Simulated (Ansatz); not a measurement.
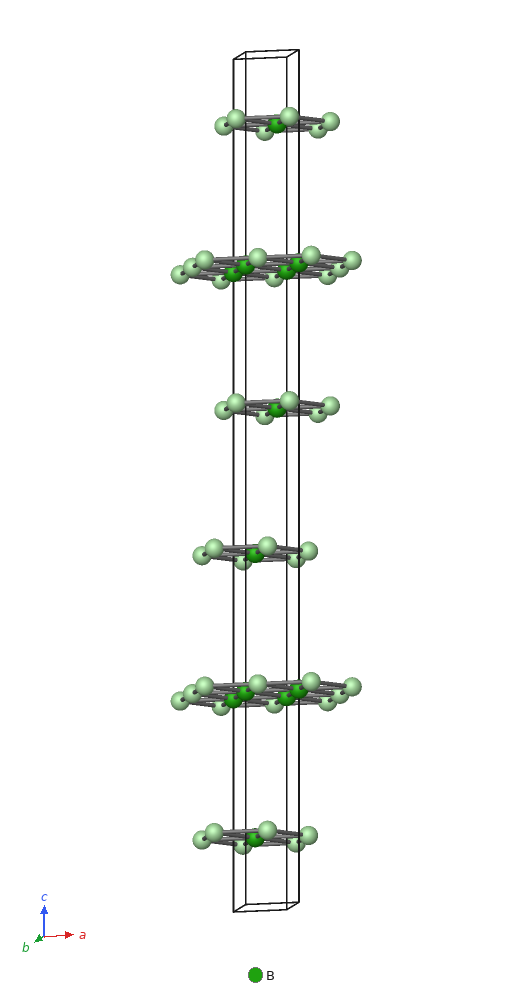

This ball-and-stick model is shown from a general direction. The conventional unit cell is outlined; an atom on or near a face, edge or corner is repeated at each equivalent position. Atoms just outside the outline that bond to atoms inside are added, in fainter colours.

B, space group P6_3/mmc (No. 194), a = 1.71 Å, b = 1.71 Å, c = 26.42 Å, α = 90.00°, β = 90.00°, γ = 120.00°.

Level of theory: DFT PBE, scalar-relativistic, plane waves, PAW in Ansatz. Settings were E_cut = 420 eV, Brillouin-zone sampling on a 24×24×2 mesh, Gaussian smearing of 0.1 eV, no spin polarisation.

How large a gap does the method give, if there is one?

A metal: bands cross the Fermi level.

Which way would the volume go on relaxing?

The computed pressure is 0.0 GPa, close to zero.

Origin of the cell: a structure type filled with this element by a generator (whether the element takes this form wasn't checked). Earlier steps of the study may have refined or changed the cell and positions. It went into a calculation with Ansatz.
